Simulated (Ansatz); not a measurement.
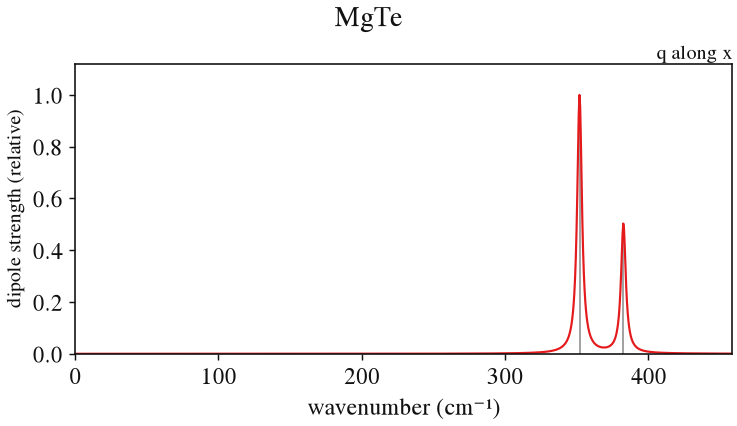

The picture above shows the polar optical modes, transverse and longitudinal, approaching the zone centre along x for MgTe, space group F-43m (No. 216). Lines are broadened by Lorentzians of 4 cm⁻¹ full width; the spectrum is scaled to its strongest line.

Structure:
```yaml
crystal:
  lattice:
    - [0.00000, 2.93441, 2.93441]
    - [2.93441, 0.00000, 2.93441]
    - [2.93441, 2.93441, 0.00000]
  atoms:
    - { symbol: Mg, position: [0.00000, 0.00000, 0.00000] }
    - { symbol: Te, position: [0.75000, 0.75000, 0.75000] }
```

Calculation (Ansatz 0.2.0): optical phonons of an insulator on the approach to the zone centre along x, y and z with the field of polar modes, imaginary frequencies are negative, field response on a mesh refined by the program; plane waves with PAW datasets. Level: PBE, no spin polarisation.

| setting | value |
| --- | --- |
| wave cutoff | 420 eV |
| k mesh | 8×8×8 |
| occupations | fixed |
| pressure | 20 GPa |

### Which of the stronger lines are transverse and which longitudinal?

The transverse (TO, twofold) lines lie at 351.9 and the longitudinal (LO) ones at 382.5 cm⁻¹, the same along x, y and z by the cubic symmetry.

The computed values:

| at | frequency (cm⁻¹) | degeneracy | dipole strength ((D/Å)²/amu) |
| --- | --- | --- | --- |
| x | 351.9 | 2 | 6.24 |
| x | 382.5 | 1 | 3.12 |
